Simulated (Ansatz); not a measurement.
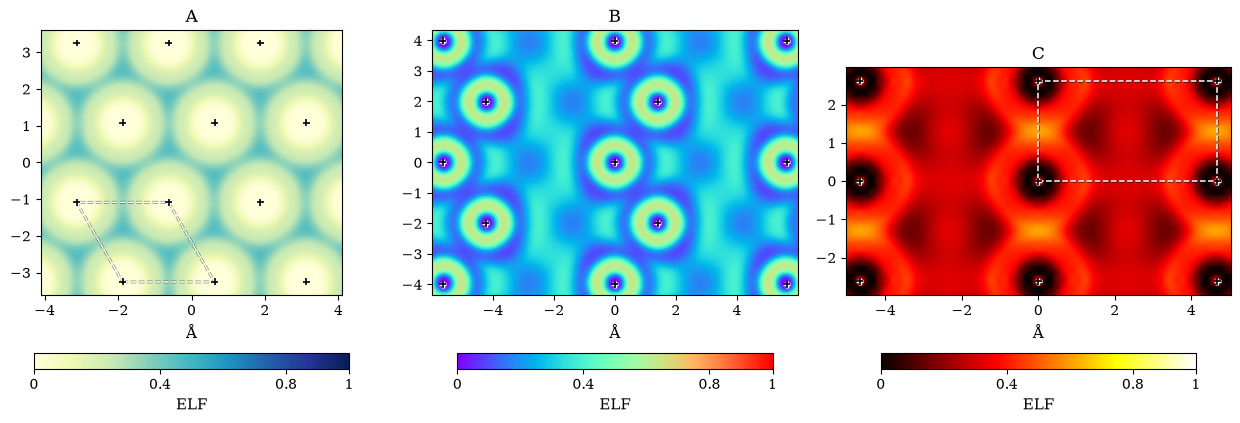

The electron localisation function of 3 systems, each on a plane through atoms (crosses mark nuclei in the plane).

Computed with Ansatz, DFT, r2SCAN, plane waves (500 eV) with PAW, scalar-relativistic.

System 1: Zn, the (001) plane of the conventional cell. Space group P6₃/mmc; set up as Zn, dhcp; a generated structure, not necessarily the stable one; changed on purpose from its base cell (volume × 0.88); computed pressure about 16 GPa in this cell.

```
Zn
1.0
     2.50448    0.00000    0.00000
    -1.25224    2.16894    0.00000
     0.00000    0.00000    9.35178
Zn
4
Direct
  0.00000 0.00000 0.00000
  0.00000 0.00000 0.50000
  0.33333 0.66667 0.25000
  0.66667 0.33333 0.75000
```

System 2: Ge, the (100) plane of the conventional cell. Space group P6/mmm; set up as Ge, omega (AlB2-type); a generated structure, not necessarily the stable one; changed on purpose from its base cell (volume × 0.88); computed pressure about 12 GPa in this cell.

```xyz
3
Lattice="4.6744 0.0000 0.0000 -2.3372 4.0481 0.0000 0.0000 0.0000 2.6223" Properties=species:S:1:pos:R:3 pbc="T T T"
Ge    0.0000    0.0000    0.0000
Ge    0.0000    2.6988    1.3111
Ge    2.3372    1.3494    1.3111
```

System 3: Ti, the (101) plane of the conventional cell. Space group Fd-3m; set up as Ti, diamond; a generated structure, not necessarily the stable one; changed on purpose from its base cell (volume × 1.04); computed without spin polarisation.

Q: Match each panel to its system.

A: Panel A is system 1, Zn: the plane holds Zn. Zn–Zn (2.50 Å): the ELF is about 0.35 at the midpoint. Panel B is system 3, Ti: the plane holds Ti. Ti–Ti (2.44 Å): the ELF is about 0.10 at the midpoint; no shared electron pair shows on this line. Panel C is system 2, Ge: the plane holds Ge. Ge–Ge (2.62 Å): the ELF peaks at about 0.60 between the atoms.
